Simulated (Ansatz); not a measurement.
## Electronic structure of Mg$_{5}$Se in real space

```yaml
crystal:
  lattice:
    - [3.45413, 0.00000, 0.00000]
    - [-1.72706, 2.99136, 0.00000]
    - [0.00000, 0.00000, 12.91929]
  atoms:
    - { symbol: Mg, position: [0.66667, 0.33333, 0.87041] }
    - { symbol: Mg, position: [0.33333, 0.66667, 0.12959] }
    - { symbol: Mg, position: [0.33333, 0.66667, 0.68488] }
    - { symbol: Mg, position: [0.00000, 0.00000, 0.50000] }
    - { symbol: Mg, position: [0.66667, 0.33333, 0.31512] }
    - { symbol: Se, position: [0.00000, 0.00000, 0.00000] }
```

Space group P-3m1; a generated structure, not necessarily the stable one; changed on purpose from its base cell (volume × 0.91, shape and atoms relaxed); computed pressure about 4 GPa in this cell.

The calculation used DFT PBE, scalar-relativistic, plane waves, PAW in Ansatz 0.2.0.

The density is the valence pseudo-density of a PAW calculation; it isn't the true density close to the nuclei.

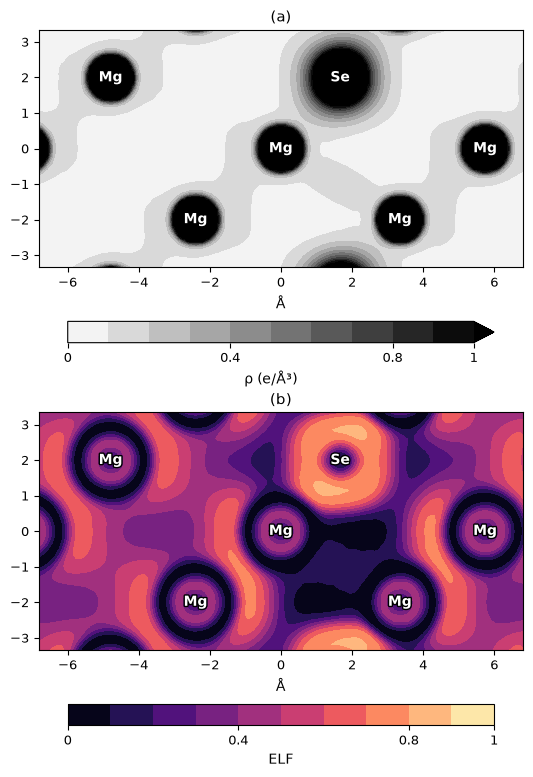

Figure 1. (a) valence charge density (pseudo); (b) electron localisation function on the (110) plane of the conventional cell.

### Describe what can be read from this map.

The section cuts through Mg and Se sites. Mg–Se (2.60 Å): ρ is about 0.31 e/Å³ halfway; the ELF is about 0.70 at the midpoint. Between the atoms the lowest density in this plane is 0.05 e/Å³.

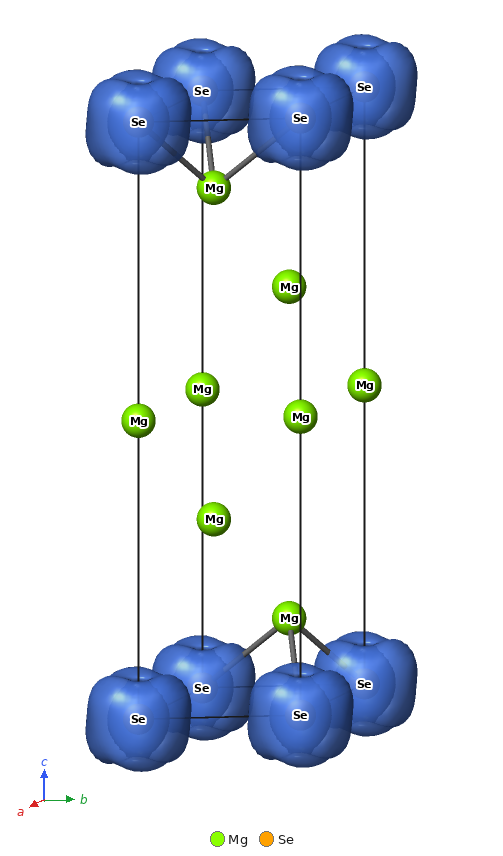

Figure 2. Isosurface of the electron localisation function at 0.75 (blue), seen slightly off an axis. Core shells and regions of very low density are left out. Sticks mark near contacts.

### Where are the electrons localised?

At this value the surface marks out one region wrapped around Se (its valence shell), counted in one cell of 6 atoms. Any copies at cell faces, edges or corners count once.

### Does the calculation give a band gap?

It is gapless in this calculation (a metal or semimetal).
